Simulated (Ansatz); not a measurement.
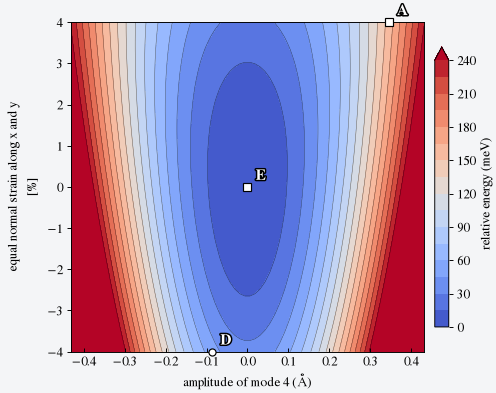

RbBr (Pm-3m, No. 221; 2 atoms in the cell). 
- The energy is mapped over a normal mode and a strain (zone-centre modes of the 2-atom cell of this scan) (x, y and z along the cube axes).
- The first coordinate is: amplitude of mode 4 (75 cm⁻¹), largest displacement in the unstrained cell; the second: equal normal strain along x and y.
- Nothing is relaxed (the pattern is fixed in fractional coordinates).
- The grid has 11 × 7 points; 42 points were computed and 35 follow by symmetry.
- Points are written as (first, second).
- All energies are given in meV per cell relative to the lowest grid point.
- Method: DFT PBEsol, scalar-relativistic, plane waves, PAW (Ansatz). Settings: cutoff 420 eV, k-mesh 6×6×6, gaussian smearing 0.05 eV, no spin polarisation.

Drawn: filled contours, one colour for all values above the top of the scale, lettered points. Between grid points the surface is interpolated.

**Rank the lettered points by energy, lowest first.**

E (0 meV), D (52 meV), A (157 meV).
